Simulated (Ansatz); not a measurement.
GePt

```
Ge Pt
1.0
     5.70498    0.00000    0.00000
     0.00000    3.67500    0.00000
     0.00000    0.00000    6.04794
Ge Pt
4 4
Cartesian
  4.6473 2.7563 3.5566
  1.0576 0.9188 2.4914
  3.9101 0.9188 0.5326
  1.7948 2.7563 5.5154
  5.6998 2.7563 1.1578
  0.0052 0.9188 4.8902
  2.8577 0.9188 4.1817
  2.8473 2.7563 1.8662
```

Space group Pnma.

Theory: DFT LDA, scalar-relativistic, plane waves, PAW in Ansatz.

Q: What can the converged electron localisation function tell about the bonding?

A: Ge–Pt (2.47 Å): the ELF is about 0.40 at the midpoint.
Ge–Pt (2.62 Å): the ELF is about 0.40 at the midpoint.

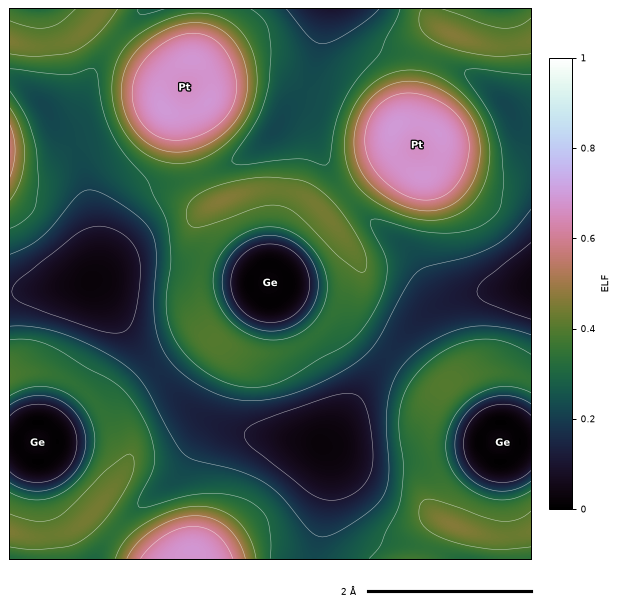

Computed electron localisation function on the (010) plane of the conventional cell. 

In a PAW calculation such maps are meaningful between the atoms, not at the nuclei.
